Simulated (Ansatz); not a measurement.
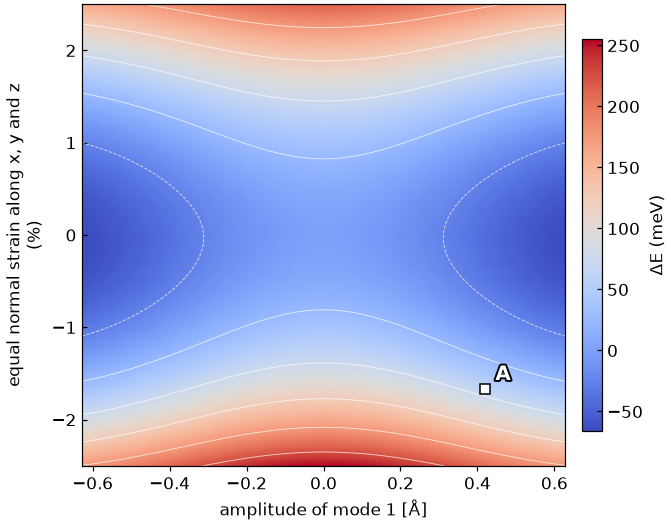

SnO₂ (P6_3/mmc, No. 194; 6 atoms in the cell). The energy is mapped over a normal mode and a strain (zone-centre modes of the 6-atom cell of this scan) (x along [1 0 0], y along [1 2 0], z along [0 0 1] of the conventional cell). First axis: amplitude of mode 1 (23i cm⁻¹), largest displacement in the unstrained cell. Second axis: equal normal strain along x, y and z. Nothing is relaxed (the pattern is fixed in fractional coordinates). Grid: 7 × 7 points; 28 points were computed and 21 follow by symmetry. Points are written as (first, second). All energies are given in meV per cell relative to the relaxed high-symmetry cell. The calculation used DFT PBEsol+D3(BJ), scalar-relativistic, plane waves, PAW in Ansatz. Settings: cutoff 520 eV, k-mesh 12×12×4 in the order of the run's cell vectors, gaussian smearing 0.05 eV, no spin polarisation.

In the figure: a smooth colour map with a few white contour lines, the point A. Between grid points the surface is interpolated.

> Which way does the force act at A, and how strong is it?

A, at (0.42 Å, −1.67 %), is not a stationary point. The computed force is 164 meV for each Å towards larger values of the first coordinate and 133 meV for each 1 % towards larger values of the second coordinate.

PAW datasets: the set soft_1.
